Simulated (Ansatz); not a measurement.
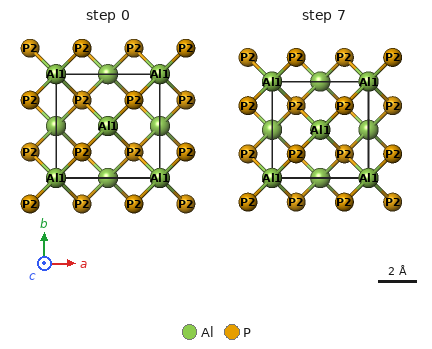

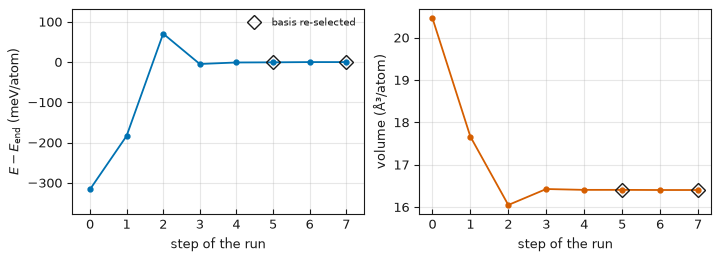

First and last geometry of a relaxation of solid AlP (set up in F-43m), with the history of the run. A ball-and-stick model of the conventional cell (4 times the calculation's cell), seen along the c axis. Lengths and directions refer to the drawn axes.

Case: relaxed at 30 GPa.

Method: DFT PBEsol, scalar-relativistic, plane waves, PAW in Ansatz.

The input:
```yaml
crystal:
  lattice:
    - [0.0, 2.7351727453, 2.7351727453]
    - [2.7351727453, 0.0, 2.7351727453]
    - [2.7351727453, 2.7351727453, 0.0]
  atoms:
    - { symbol: Al, position: [0.0, 0.0, 0.0] }
    - { symbol: P, position: [0.75, 0.75, 0.75] }
basis:
  ecutwfc: 420
kpoints:
  mp_grid: { grid: [8, 8, 8] }
hamiltonian:
  xc: pbesol
scf:
  occupations: { method: fixed }
output:
  forces: true
  stress: true
  eigenvalues: true
  write_density: true
  write_potential: true
  elf: true
  volumetric_format: npy
relax:
  adjacent_minimum: "off"
  f_tol: 0.001
  max_steps: 60
  cell: { stress_tol: 0.02, p_target: 30.0 }
```

Launched with:
```bash
ansatz run input.yaml --threads 1 --pin off --max-ram 3072MiB --backend cpu --events-out ev --progress --plain --runs-dir out
```

Question: Did the run converge, and what did it change?

Answer: It converged. No atom moves by more than 0.005 Å relative to the cell. The volume changes by −19.8 %, with a = b = c 5.470 → 5.082 Å (−7.1 %). Near-neighbour distances that change, for instance: Al1–P2 2.369 → 2.200 Å. The space group stays F-43m (No. 216). Over 5 accepted moves (7 points after the start) the energy rises by 316 meV per atom. With the target pressure of 30 GPa, the enthalpy E + pV changes by −444 meV per atom. All forces vanish by symmetry, so only the cell relaxes. Pressure: 0.01 GPa at the start and 30.00 GPa at the end. The SCF was repeated twice at an unchanged geometry on a basis and grid sized afresh for the cell, which shifted the energy by 0.4 meV per atom at most.

```tsv
step	E − E(0), meV/atom	pressure, GPa	volume, Å³/atom	note
0	0.00	0.01	20.462	
1	132.73	17.26	17.665	
2	386.84	34.43	16.050	
3	311.52	29.76	16.427	
4	315.28	29.99	16.407	
5	315.65	29.96	16.407	same geometry, new basis
6	316.27	30.00	16.404	
7	316.27	30.00	16.404	same geometry, new basis
```
